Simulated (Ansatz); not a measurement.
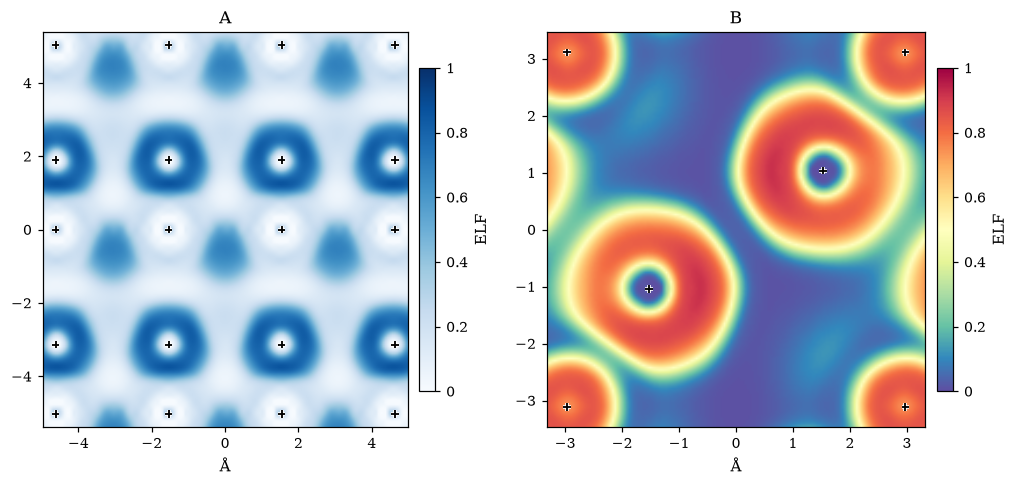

The ELF of 2 systems, each on a plane through atoms (crosses mark nuclei in the plane).

These are results of Ansatz 0.2.0, DFT PBEsol, scalar-relativistic, plane waves, PAW, not measurements.

System 1: GaN, the (100) plane of the conventional cell. Space group P6₃mc; computed pressure about 22 GPa in this cell.

```xyz
4
Lattice="3.0829 0.0000 0.0000 -1.5415 2.6699 0.0000 0.0000 0.0000 5.0260" Properties=species:S:1:pos:R:3 pbc="T T T"
Ga    0.0000    1.7799    5.0229
Ga    1.5415    0.8900    2.5100
N     0.0000    1.7799    1.8878
N     1.5415    0.8900    4.4007
```

System 2: HfS₂, the (110) plane of the conventional cell. Space group P-3m1; a structure from a database of computed crystals, not necessarily the ambient phase.

```yaml
crystal:
  lattice:
    - [3.59226, 0.00000, 0.00000]
    - [-1.79613, 3.11099, 0.00000]
    - [0.00000, 0.00000, 5.94632]
  atoms:
    - { symbol: Hf, position: [0.00000, 0.00000, 0.00000] }
    - { symbol: S, position: [0.66667, 0.33333, 0.75620] }
    - { symbol: S, position: [0.33333, 0.66667, 0.24380] }
```

Which map belongs to which system?

Panel A is system 1, GaN: the plane holds Ga and N. Ga–N (1.89 Å): the ELF peaks at about 0.85 in the valence shell of N, 0.6 Å from its nucleus, and is about 0.50 at the midpoint. Panel B is system 2, HfS₂: the plane holds Hf and S. Hf–S (2.53 Å): the ELF peaks at about 0.85 in the valence shell of S, 0.8 Å from its nucleus, and is about 0.40 at the midpoint.
